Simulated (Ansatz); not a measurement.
**VSi₃₁ (cell charge +1, with a compensating background) (cell with a defect): density, localisation and related maps**

```
V Si
1.0
     5.47009   -5.47009    5.47009
    -5.47009    5.47009    5.47009
    -5.47009   -5.47009   -5.47009
V Si
1 31
Direct
  0.25000 0.00000 0.50000
  0.49970 0.00000 0.24722
  0.75000 0.00000 0.00000
  0.99722 0.24970 0.50000
  0.25000 0.24970 0.24722
  0.99722 0.00000 0.74970
  0.75000 0.50000 0.50000
  0.50278 0.25278 0.00248
  0.75248 0.25278 0.75278
  0.00030 0.49752 0.25030
  0.49970 0.74722 0.50000
  0.25000 0.50000 0.00000
  0.74752 0.75030 0.25030
  0.50278 0.50248 0.75278
  0.00030 0.75030 0.99752
  0.25000 0.74722 0.74970
  0.25000 0.74927 0.00007
  0.50073 0.75080 0.75073
  0.75007 0.74927 0.50000
  0.99927 0.00000 0.00007
  0.25000 0.00000 0.75769
  0.99231 0.74231 0.24231
  0.74993 0.24920 0.99993
  0.50769 0.00000 0.50000
  0.75007 0.00000 0.24927
  0.00080 0.25073 0.75073
  0.49920 0.49993 0.99993
  0.25000 0.25769 0.50000
  0.74993 0.49993 0.74920
  0.50073 0.25073 0.25080
  0.99927 0.50007 0.50000
  0.25000 0.50007 0.24927
```

The program warned that a starting moment wasn't kept; spin-polarised, but the moments vanished.

The calculation used Ansatz, DFT PBE, scalar-relativistic, plane waves, PAW.

Core electrons are frozen (PAW), and the valence fields are smoothed inside the atomic spheres.

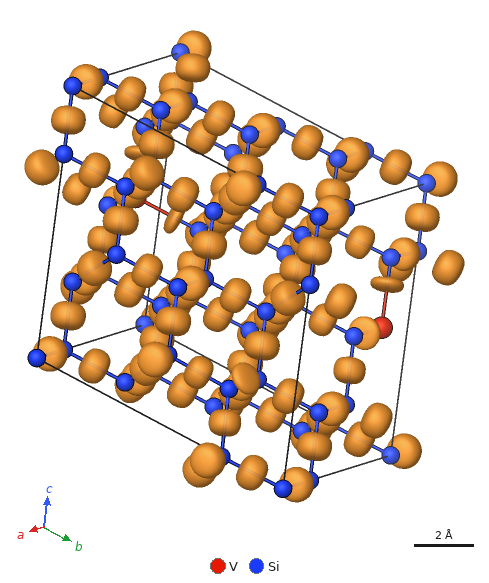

Figure 1. Isosurface of the electron localisation function at 0.85 (orange), seen slightly off an axis. Core shells and regions of very low density are left out. Sticks mark near contacts.

Describe the localisation domains.

Answer. The ELF exceeds this value in 60 regions between bonded Si–Si atoms (shared pairs) and four regions between bonded Si–V atoms (shared pairs), counted in one cell of 32 atoms. Any copies at cell faces, edges or corners count once. Along the contacts the grid gives the following. Si–Si (2.36 Å): the ELF peaks at about 0.95 between the atoms (localised, covalent bonding). V–Si (2.44 Å): the ELF peaks at about 0.95 between the atoms.

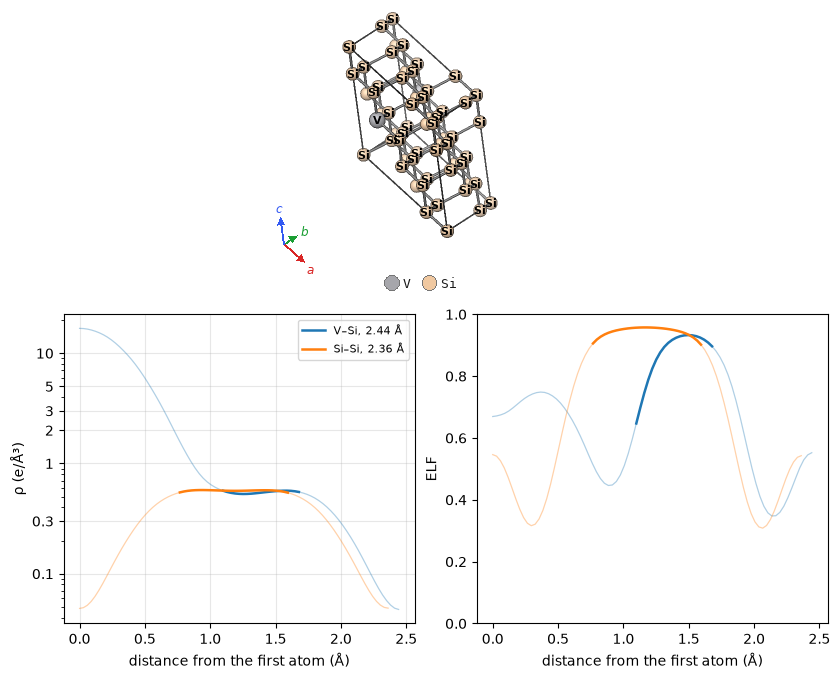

Figure 2. Valence charge density (pseudo) and electron localisation function along straight lines between neighbouring atoms. Thin, pale parts lie inside the atomic spheres. The structure is drawn too.

What can be read from the curves?

Answer. V–Si (2.44 Å): ρ is about 0.53 e/Å³ halfway; the ELF peaks at about 0.95 between the atoms.
Si–Si (2.36 Å): ρ at the midpoint is about 0.56 e/Å³; the ELF peaks at about 0.95 between the atoms, as expected for localised, covalent bonding.

Does the calculation make it a metal, or give it a gap?

Answer. It is gapped, with a Kohn–Sham gap of 0.57 eV on the k-point mesh, an upper bound to the gap of this method.
